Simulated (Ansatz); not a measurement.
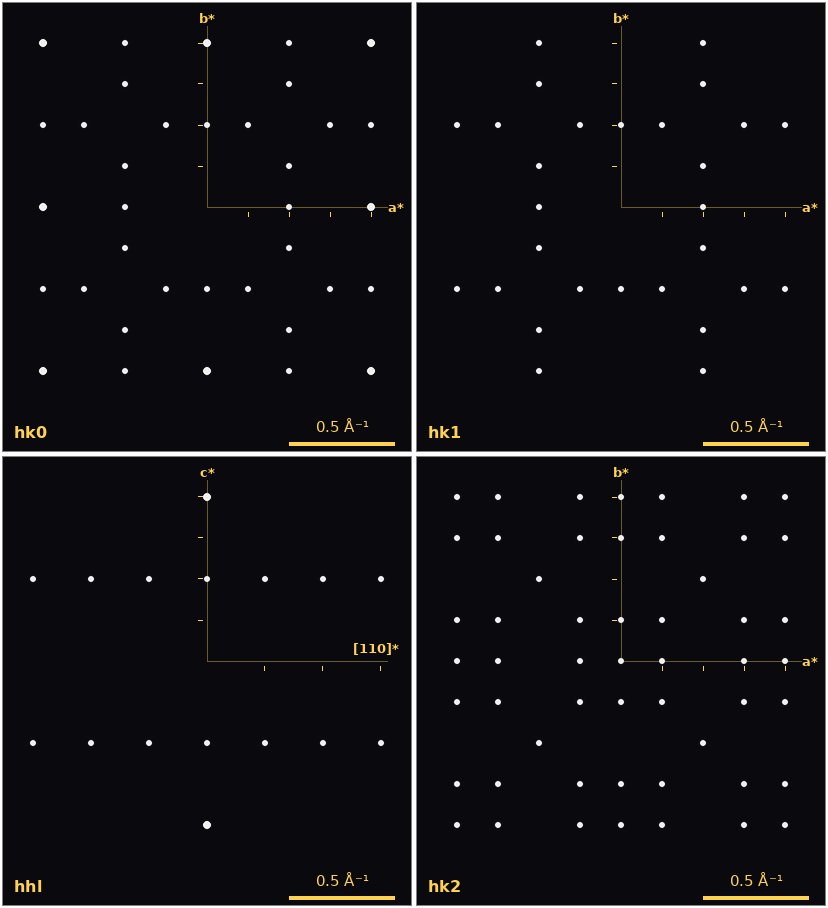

Simulated precession-type sections (neutrons; kinematic intensities, B = 0.5 Å²). The ticks mark integer indices of the conventional cell.

The compound is Al. Structure: the geometry relaxed with DFT, PBEsol, plane waves (420 eV) with PAW, scalar-relativistic in Ansatz; the starting structure was generated, so it need not be a known form of this composition.

> Read the reciprocal cell and give the direct cell.

a* = 0.196, b* = 0.196, c* = 0.196 Å⁻¹; the cell is cubic with a = 5.10 Å.

> List the systematic absences.

Reflections are present only under these conditions. hkl: no condition; hk0: no condition; hhl: l = 2n; h00: h = 2n. The lattice is primitive (P). Further gaps, such as 0 4 1, 4 0 1, 1 4 0, come from atoms on special positions, not from the group's general conditions. A few very weak reflections are below the display threshold.

> Which space groups fit?

The intensities have Laue symmetry m-3m (the hk0 layer shows 4mm, hk1 shows 4mm). With these conditions the candidates are P-43n (No. 218), Pm-3n (No. 223). Diffraction geometry alone does not choose among them; the structure has Pm-3n.
